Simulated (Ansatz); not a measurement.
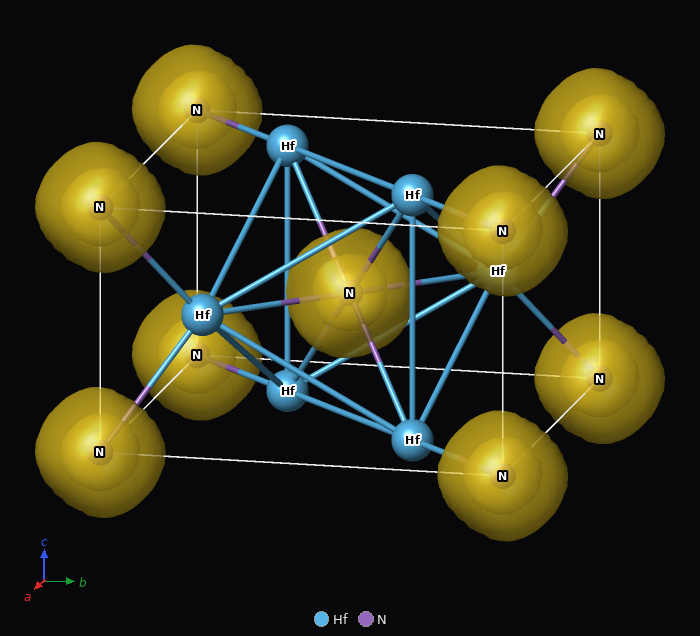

Hf₂N. Isosurface of the electron localisation function at 0.75 (yellow), seen slightly off an axis. Core shells and regions of very low density are left out. Sticks mark near contacts.

Space group P4₂/mnm; a structure from a database of computed crystals, not necessarily the ambient phase.

These are results of DFT r2SCAN, scalar-relativistic, plane waves, PAW in Ansatz, not measurements.

In a PAW calculation such maps are meaningful between the atoms, not at the nuclei.

**Where are the electrons localised?**

The surface consists of two regions wrapped around N (the valence shell of each), counted in one cell of 6 atoms. Any copies at cell faces, edges or corners count once. Along the contacts the grid gives the following. Hf–N (2.23 Å): the ELF peaks at about 0.80 in the valence shell of N, 0.6 Å from its nucleus, and drops to about 0.15 between the two atoms (no shared electron pair shows on this line). Hf–Hf (3.08 Å): the ELF is about 0.10 at the midpoint: no localised pair shows between them.

**Does the calculation give a band gap?**

It is gapless in this calculation (a metal or semimetal).
